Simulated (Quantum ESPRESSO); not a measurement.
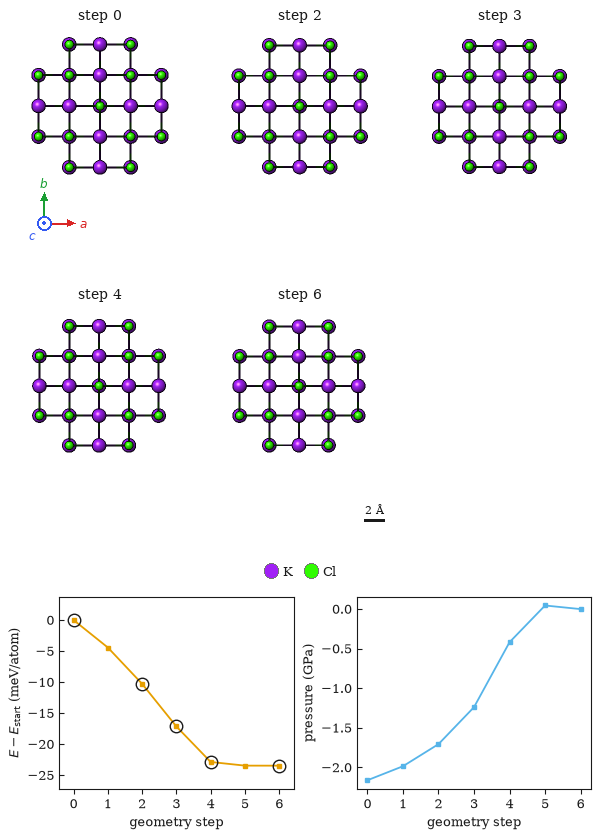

Frames of a relaxation of a crystal of KCl (set up in Fm-3m), marked on the history of the run. A ball-and-stick model of the conventional cell (4 times the calculation's cell), seen along the c axis. Lengths and directions refer to the drawn axes.

The run lets cell and atoms move.

Level of theory: Kohn-Sham DFT of a periodic cell, LDA, GBRV 1.5 LDA in Quantum ESPRESSO.

Input file:
```
&CONTROL
  calculation = 'vc-relax'
  prefix = 'pwscf'
  outdir = './tmp'
  pseudo_dir = './pseudo'
  tprnfor = .true.
  tstress = .true.
  disk_io = 'low'
  nstep = 40
  forc_conv_thr = 0.0004
  etot_conv_thr = 1d-05
/
&SYSTEM
  ibrav = 0
  nat = 2
  ntyp = 2
  ecutwfc = 45
  ecutrho = 360
  nbnd = 14
  occupations = 'smearing'
  smearing = 'fd'
  degauss = 0.00367493
/
&ELECTRONS
  conv_thr = 4d-10
  electron_maxstep = 120
  mixing_beta = 0.5
/
&IONS
  ion_dynamics = 'bfgs'
/
&CELL
  cell_dynamics = 'bfgs'
  press = 0
  press_conv_thr = 0.3
/
ATOMIC_SPECIES
K     39.0983 k_lda_v1.4.uspp.F.UPF
Cl    35.4500 cl_lda_v1.4.uspp.F.UPF
CELL_PARAMETERS bohr
   0.0000000000    5.9459665594    5.9459665594
   5.9459665594    0.0000000000    5.9459665594
   5.9459665594    5.9459665594    0.0000000000
ATOMIC_POSITIONS bohr
K      0.0000000000    0.0000000000    0.0000000000
Cl     5.9459665594    5.9459665594    5.9459665594
K_POINTS automatic
7 7 7 0 0 0
```

Launched with:
```bash
OMP_NUM_THREADS=1 pw.x -in pw.in > pw.out
```

Question: What happens along the run?

Answer: The energy falls by 23.5 meV per atom in 6 geometry steps. All forces vanish by symmetry, so only the cell relaxes. Pressure: −2.16 GPa at the start and 0.00 GPa at the end. No atom moves by more than 0.005 Å relative to the cell. The drawn cell changes as follows: a = b = c 6.293 → 6.070 Å (−3.5 %); the volume changes by −10.2 %. Some distances before and after: Cl–K 3.146 → 3.035 Å. The space group stays Fm-3m (No. 225). From step 0 to 2: volume −2.7 %, energy −10.3 meV per atom. From step 2 to 3: volume −2.5 %, energy −6.9 meV per atom. From step 3 to 4: volume −3.7 %, energy −5.7 meV per atom. From step 4 to 6: volume −1.7 %, energy −0.6 meV per atom.
